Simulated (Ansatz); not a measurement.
HfN (Cmcm, No. 63): the geometry relaxed at fixed volume with DFT PBEsol, scalar-relativistic, plane waves, PAW (Ansatz); the starting structure was generated, so it need not be a known form of this composition.

```cif
data_structure
_symmetry_space_group_name_H-M 'P 1'
_symmetry_Int_Tables_number 1
_cell_length_a 3.1436
_cell_length_b 10.6396
_cell_length_c 3.0728
_cell_angle_alpha 90.000
_cell_angle_beta 90.000
_cell_angle_gamma 90.000
_cell_volume 102.77
loop_
_atom_site_label
_atom_site_type_symbol
_atom_site_fract_x
_atom_site_fract_y
_atom_site_fract_z
_atom_site_occupancy
Hf1 Hf 0.00000 0.14384 0.75000 1
Hf2 Hf 0.50000 0.35616 0.25000 1
N1 N 0.00000 0.35170 0.75000 1
N2 N 0.50000 0.14830 0.25000 1
Hf3 Hf 0.50000 0.64384 0.75000 1
Hf4 Hf 0.00000 0.85616 0.25000 1
N3 N 0.50000 0.85170 0.75000 1
N4 N 0.00000 0.64830 0.25000 1
```

What will a dark-field STEM-like image along [111] show? Simulated incoherent Z contrast: every atom adds Z^1.8 spread by a probe of 0.50 Å full width; channelling and multiple scattering are left out. Shot noise and a slight drift were added.

Answer. The columns repeat on an oblique net of 1.48 × 3.02 Å with an angle of 95° (plane group p2). The brightest columns hold 1 Hf per repeat. The N columns make no clear peak of their own: they are too faint or too near a brighter column. The shortest distance between visible columns is 1.11 Å in projection (between Hf columns). Along the beam the structure repeats every 11.51 Å.

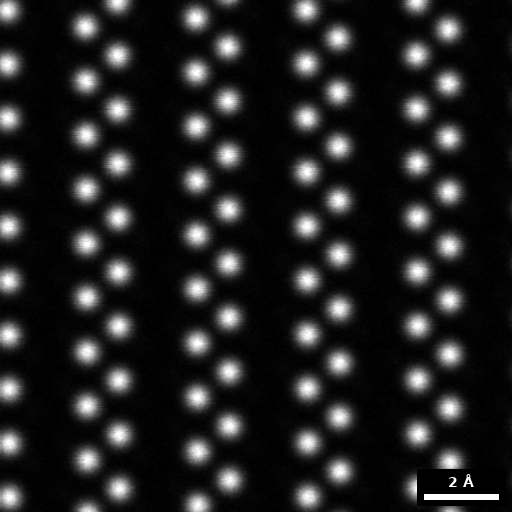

The simulated image.
